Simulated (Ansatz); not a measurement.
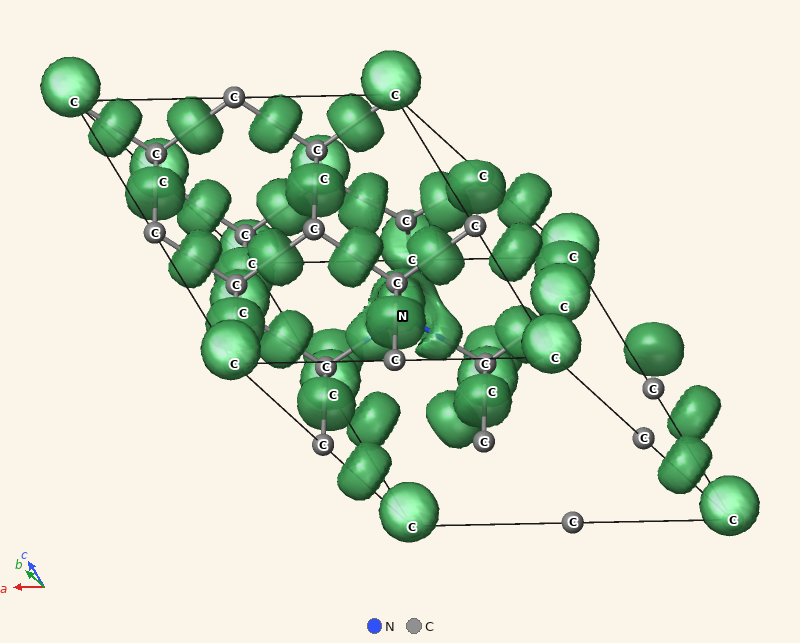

The picture shows: C15N (cell with a defect). Isosurface of the ELF at 0.75 (green), seen at an oblique angle. Core shells and regions of very low density are left out. Sticks mark near contacts.

The program warned that a starting moment wasn't kept; spin-polarised, but the moments vanished.

Computed with DFT PBE, scalar-relativistic, plane waves, PAW in Ansatz.

Core electrons are frozen (PAW), and the valence fields are smoothed inside the atomic spheres.

Where are the electrons localised?

The ELF exceeds this value in 28 regions between bonded C–C atoms and one region on N in which the atom's valence shell and bonds are merged, counted in one cell of 16 atoms. Regions shared between cells count once. Profiles from the grid: C–C (1.49 Å): the ELF peaks at about 0.95 between the atoms. C–N (1.51 Å): the ELF peaks at about 0.90 between the atoms.

Metal or insulator at this level of theory?

It is metallic or semimetallic at this level of theory: no gap opens.
